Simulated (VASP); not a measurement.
Efg calculation, with input and output: SnO (part 2 of 2)

SnO (4 atoms in the cell); Kohn-Sham DFT of a periodic cell, PBEsol, VASP PAW PBE potentials, semicore, no spin polarisation (VASP 6.6.1); cutoff 600 eV, 6×6×5 k-mesh, fermi-dirac of 0.02 eV. The structure derives from an entry of the Crystallography Open Database.

Geometry of the input (Å; fractional positions):
```
3.7986  0.0000  0.0000
0.0000  3.7986  0.0000
0.0000  0.0000  4.8408
Sn 0.5000  0.0000  0.2369
Sn 0.0000  0.5000  0.7631
O  0.0000  0.0000  0.0000
O  0.5000  0.5000  0.0000
```

Parts of OUTCAR, continued
```
  energy without entropy =      -24.21179214  energy(sigma->0) =      -24.21199358

 E-fermi :   7.0806     XC(G=0): -10.4962     alpha+bet :-12.4927

 val. band max:        7.0611229877   @ k =   0.0000   0.0000   0.0000
 cond. band min:       7.1126077018   @ k =   0.5000   0.5000   0.0000
 fundamental gap:      0.0514847141
 Fermi energy:         7.0805908847

 k-point     1 :       0.0000    0.0000    0.0000
  band No.  band energies     occupation
      1     -14.8807      2.00000
      2     -14.4166      2.00000
      3     -14.4166      2.00000
      4     -14.4120      2.00000
      5     -14.3637      2.00000
      6     -14.3601      2.00000
      7     -14.3105      2.00000
      8     -14.3052      2.00000
      9     -14.2828      2.00000
     10     -14.2828      2.00000
     11     -13.2081      2.00000
     12     -10.4311      2.00000
     13      -0.7077      2.00000
     14       0.3625      2.00000
     15       0.6668      2.00000
     16       0.6668      2.00000
     17       3.5276      2.00000
     18       3.8242      2.00000
     19       3.8242      2.00000
     20       7.0611      1.45159
     21       9.0978      0.00000
     22      11.2958      0.00000
     23      11.7729      0.00000
     24      11.7729      0.00000

 k-point     2 :       0.1667    0.0000    0.0000
  band No.  band energies     occupation
      1     -14.8661      2.00000
      2     -14.4401      2.00000
      3     -14.4106      2.00000
      4     -14.4098      2.00000
      5     -14.3830      2.00000
      6     -14.3666      2.00000
      7     -14.3493      2.00000
      8     -14.3107      2.00000
      9     -14.2886      2.00000
     10     -14.2816      2.00000
     11     -12.9547      2.00000
     12     -10.5760      2.00000
     13      -0.8154      2.00000
     14       0.3877      2.00000
     15       0.8170      2.00000
     16       0.8506      2.00000
     17       3.1355      2.00000
     18       3.5744      2.00000
     19       3.6015      2.00000
     20       6.9973      1.96946
     21       9.8646      0.00000
     22      10.2224      0.00000
     23      11.8619      0.00000
     24      11.9822      0.00000

 k-point     3 :       0.3333    0.0000    0.0000
  band No.  band energies     occupation
      1     -14.8252      2.00000
      2     -14.6152      2.00000
      3     -14.3936      2.00000
      4     -14.3935      2.00000
      5     -14.3726      2.00000
      6     -14.3717      2.00000
      7     -14.3210      2.00000
      8     -14.3206      2.00000
      9     -14.3037      2.00000
     10     -14.2827      2.00000
     11     -12.3701      2.00000
     12     -11.0082      2.00000
     13      -0.8659      2.00000
     14       0.1035      2.00000
     15       1.2718      2.00000
     16       1.3676      2.00000
     17       2.6361      2.00000
     18       2.9283      2.00000
     19       3.4257      2.00000
     20       5.8893      2.00000
     21       9.8303      0.00000
     22      10.6532      0.00000
     23      11.9955      0.00000
     24      12.6780      0.00000

 k-point     4 :       0.5000    0.0000    0.0000
  band No.  band energies     occupation
      1     -14.7486      2.00000
      2     -14.7486      2.00000
      3     -14.3797      2.00000
      4     -14.3797      2.00000
      5     -14.3753      2.00000
      6     -14.3753      2.00000
      7     -14.3192      2.00000
      8     -14.3192      2.00000
      9     -14.2929      2.00000
     10     -14.2929      2.00000
     11     -11.6604      2.00000
     12     -11.6604      2.00000
     13      -0.5177      2.00000
     14      -0.5177      2.00000
     15       1.9574      2.00000
     16       1.9574      2.00000
     17       2.1165      2.00000
     18       2.1165      2.00000
     19       4.3349      2.00000
     20       4.3349      2.00000
     21      10.2176      0.00000
     22      10.2176      0.00000
     23      12.9836      0.00000
     24      12.9836      0.00000

 k-point     5 :       0.1667    0.1667    0.0000
  band No.  band energies     occupation
      1     -14.8557      2.00000
      2     -14.5091      2.00000
      3     -14.4184      2.00000
      4     -14.3957      2.00000
      5     -14.3884      2.00000
      6     -14.3647      2.00000
      7     -14.3411      2.00000
      8     -14.3132      2.00000
      9     -14.2826      2.00000
     10     -14.2784      2.00000
     11     -12.7455      2.00000
     12     -10.6866      2.00000
     13      -1.0475      2.00000
     14       0.2634      2.00000
     15       0.7082      2.00000
     16       1.4352      2.00000
     17       2.8830      2.00000
     18       2.9691      2.00000
     19       4.0635      2.00000
     20       6.8989      1.99977
     21       9.9665      0.00000
     22      10.3650      0.00000
     23      10.9492      0.00000
     24      11.4498      0.00000

 [... the levels of 18 k-points are left out ...]

 k-point    24 :       0.5000    0.0000    0.4000
  band No.  band energies     occupation
      1     -14.7634      2.00000
      2     -14.7634      2.00000
      3     -14.4086      2.00000
      4     -14.4086      2.00000
      5     -14.3690      2.00000
      6     -14.3690      2.00000
      7     -14.2905      2.00000
      8     -14.2905      2.00000
      9     -14.2860      2.00000
     10     -14.2860      2.00000
     11     -11.6352      2.00000
     12     -11.6352      2.00000
     13      -0.6520      2.00000
     14      -0.6520      2.00000
     15       1.5226      2.00000
     16       1.5226      2.00000
     17       2.1497      2.00000
     18       2.1497      2.00000
     19       5.2331      2.00000
     20       5.2331      2.00000
     21       9.6585      0.00000
     22       9.6585      0.00000
     23      12.5351      0.00000
     24      12.5353      0.00000

 [... further k-points ...]

------------------------ aborting loop because EDIFF is reached ----------------------------------------

  FORCE on cell =-STRESS in cart. coord.  units (eV):
  Direction    XX          YY          ZZ          XY          YZ          ZX
  --------------------------------------------------------------------------------------
  -------------------------------------------------------------------------------------
  Total        0.3816634      0.3816634      0.2379285      0.0000000      0.0000000      0.0000000
  in kB        8.7544089      8.7544089      5.4574871      0.0000000      0.0000000      0.0000000
  external PRESSURE =       7.6554350 kB  Pullay stress =       0.0000000 kB

 VOLUME and BASIS-vectors are now :
 -----------------------------------------------------------------------------
  energy-cutoff  :      600.00
  volume of cell :       69.85
      direct lattice vectors                 reciprocal lattice vectors
     3.798600000  0.000000000  0.000000000     0.263254883  0.000000000  0.000000000
     0.000000000  3.798600000  0.000000000     0.000000000  0.263254883  0.000000000
     0.000000000  0.000000000  4.840800000     0.000000000  0.000000000  0.206577425

 POSITION                                       TOTAL-FORCE (eV/Angst)
 -----------------------------------------------------------------------------------
      1.89930      0.00000      1.14679         0.000000     -0.000000      0.292987
      0.00000      1.89930      3.69401        -0.000000     -0.000000     -0.292987
      0.00000      0.00000      0.00000        -0.000000     -0.000000      0.000000
      1.89930      1.89930      0.00000        -0.000000      0.000000      0.000000
 -----------------------------------------------------------------------------------
    total drift:                                0.000000      0.000000      0.000000

  FREE ENERGIE OF THE ION-ELECTRON SYSTEM (eV)
  ---------------------------------------------------
  free  energy   TOTEN  =       -24.2121950160 eV

  energy  without entropy=      -24.2117921422  energy(sigma->0) =      -24.21199358

 Electric field gradients (V/A^2)
---------------------------------------------------------------------
 ion       V_xx      V_yy      V_zz      V_xy      V_xz      V_yz
---------------------------------------------------------------------
   1      80.916    80.916  -161.832     0.000    -0.000    -0.000
   2      80.916    80.916  -161.832    -0.000     0.000    -0.000
   3      -0.401    -0.401     0.801     0.000    -0.000     0.000
   4      -0.401    -0.401     0.801     0.000     0.000     0.000
---------------------------------------------------------------------

 Electric field gradients after diagonalization (V/A^2)
 (convention: |V_zz| > |V_xx| > |V_yy|)
----------------------------------------------------------------------
 ion       V_xx      V_yy      V_zz     asymmetry (V_yy - V_xx)/ V_zz
----------------------------------------------------------------------
   1      80.916    80.916  -161.832       0.000
   2      80.916    80.916  -161.832       0.000
   3      -0.401    -0.401     0.801       0.000
   4      -0.401    -0.401     0.801       0.000
----------------------------------------------------------------------

           NMR quadrupolar parameters

 Cq : quadrupolar parameter    Cq=e*Q*V_zz/h
 eta: asymmetry parameters     (V_yy - V_xx)/ V_zz
 Q  : nuclear electric quadrupole moment in mb (millibarn)
----------------------------------------------------------------------
 ion       Cq(MHz)       eta       Q (mb)
----------------------------------------------------------------------
   1      -0.391       0.000       1.000
   2      -0.391       0.000       1.000
   3       0.002       0.000       1.000
   4       0.002       0.000       1.000
----------------------------------------------------------------------
```

CONTCAR
```
SnO
   1.00000000000000
     3.7986000000000000    0.0000000000000000    0.0000000000000000
     0.0000000000000000    3.7986000000000000    0.0000000000000000
     0.0000000000000000    0.0000000000000000    4.8407999999999998
  Sn              O
     2     2
Direct
     0.5000000000000000    0.0000000000000000    0.2368999999999986
     0.0000000000000000    0.5000000000000000    0.7631000000000014
     0.0000000000000000    0.0000000000000000    0.0000000000000000
     0.5000000000000000    0.5000000000000000    0.0000000000000000

  0.00000000E+00  0.00000000E+00  0.00000000E+00
  0.00000000E+00  0.00000000E+00  0.00000000E+00
  0.00000000E+00  0.00000000E+00  0.00000000E+00
  0.00000000E+00  0.00000000E+00  0.00000000E+00
```

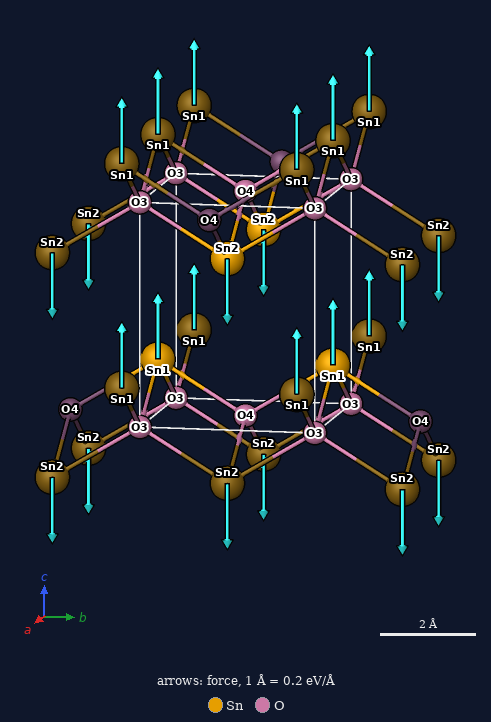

Forces on the atoms as teal arrows (ball-and-stick view of the cell of the calculation, seen slightly off an axis; neighbours outside the cell are drawn fainter; atoms are numbered from 1 in the order of the input). The largest act on Sn1, Sn2 (0.29 eV/Å). The geometry is not a stationary point of this energy.
